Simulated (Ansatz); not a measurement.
# SiO$_{2}$: what the fields show

Input file:

```
crystal:
  lattice:
    - [-3.56095445, 3.56095445, 8.88505009]
    - [3.56095445, -3.56095445, 8.88505009]
    - [3.56095445, 3.56095445, -8.88505009]
  atoms:
    - { symbol: Si, position: [0.43412618, 0.214502315, 0.219623865] }
    - { symbol: Si, position: [0.964502315, 0.24487845, 0.280376135] }
    - { symbol: Si, position: [0.964502315, 0.68412618, 0.719623865] }
    - { symbol: Si, position: [0.31587382, 0.035497685, 0.280376135] }
    - { symbol: Si, position: [0.75512155, 0.035497685, 0.719623865] }
    - { symbol: Si, position: [0.99487845, 0.214502315, 0.780376135] }
    - { symbol: Si, position: [0.785497685, 0.00512155, 0.219623865] }
    - { symbol: Si, position: [0.785497685, 0.56587382, 0.780376135] }
    - { symbol: O, position: [0.234052185, 0.234052185, 0.0] }
    - { symbol: O, position: [0.984052185, 0.484052185, 0.5] }
    - { symbol: O, position: [0.515947815, 0.015947815, 0.5] }
    - { symbol: O, position: [0.765947815, 0.765947815, 0.0] }
    - { symbol: O, position: [0.564330595, 0.064330595, 0.12866119] }
    - { symbol: O, position: [0.814330595, 0.185669405, 0.0] }
    - { symbol: O, position: [0.185669405, 0.814330595, 0.0] }
    - { symbol: O, position: [0.935669405, 0.435669405, 0.87133881] }
    - { symbol: O, position: [0.185669405, 0.185669405, 0.37133881] }
    - { symbol: O, position: [0.935669405, 0.064330595, 0.5] }
    - { symbol: O, position: [0.564330595, 0.435669405, 0.5] }
    - { symbol: O, position: [0.814330595, 0.814330595, 0.62866119] }
    - { symbol: O, position: [0.375, 0.125, 0.25] }
    - { symbol: O, position: [0.875, 0.125, 0.25] }
    - { symbol: O, position: [0.875, 0.625, 0.75] }
    - { symbol: O, position: [0.875, 0.125, 0.75] }
kpoints:
  mp_grid: { grid: [4, 4, 4] }
scf:
  occupations: { method: fermi_dirac, width: 0.02 }
hamiltonian:
  xc: r2scan
  pseudopotentials: { kind: paw, frozen_core: stored }
output:
  forces: true
  stress: true
  populations: true
  efg: { quadrupole_moments_barn: { O: -0.02558 } }
  write_density: true
  write_potential: true
  elf: true
  volumetric_format: npy
```

Command:

```sh
ansatz run input.yaml --threads 1 --pin off --max-ram 3072MiB --backend cpu --events-out ev --progress --plain --runs-dir out
```

Below, planes, directions and counts refer to the conventional cell (a = 7.12 Å, b = 7.12 Å, c = 17.77 Å, α = 90.00°, β = 90.00°, γ = 90.00°).

Space group I4₁/amd; a structure from a database of computed crystals, not necessarily the ambient phase.

The calculation used DFT, r2SCAN, plane-wave PAW, default files, scalar-relativistic, frozen cores (Ansatz).

In a PAW calculation such maps are meaningful between the atoms, not at the nuclei.

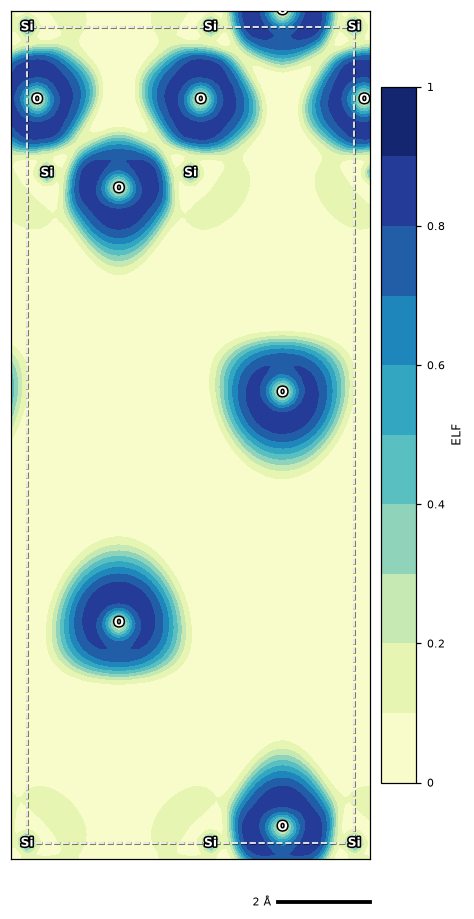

Figure 1. Electron localisation function on the (100) plane of the conventional cell.

**What does the map show?**

Atoms in the plane: Si and O. Si–O (1.61 Å): the ELF peaks at about 0.85 between the atoms; a shared but strongly polarised pair. The ELF also peaks beside O, away from the bonds: lone-pair regions.

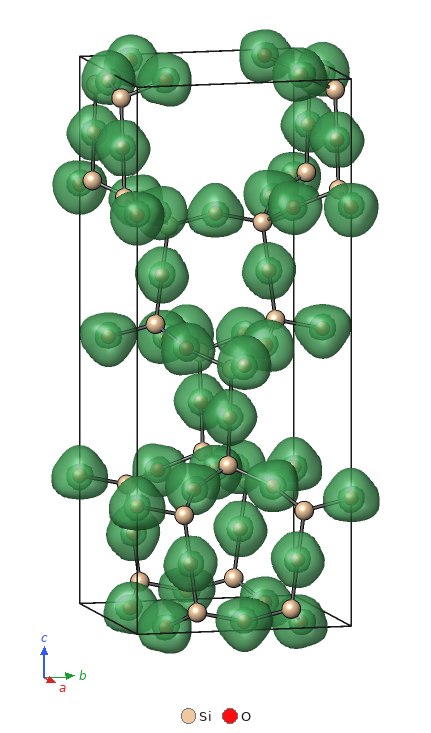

Figure 2. Isosurface of the ELF at 0.75 (green), seen slightly off an axis. Only the valence region is drawn (cores and ρ < 0.01 e/Å³ removed). Sticks mark near contacts.

**What do the ELF domains correspond to?**

At this value the surface marks out 32 regions on O in which the atom's valence shell and bonds are merged, counted in one cell of 48 atoms. Regions shared between cells count once.


Si–O (1.60 Å): the ELF peaks at about 0.85 between the atoms; a shared but strongly polarised pair.

**Metal or insulator at this level of theory?**

It is gapped, with a Kohn–Sham gap of 6.5 eV on the k-point mesh, an upper bound to the gap of this method.
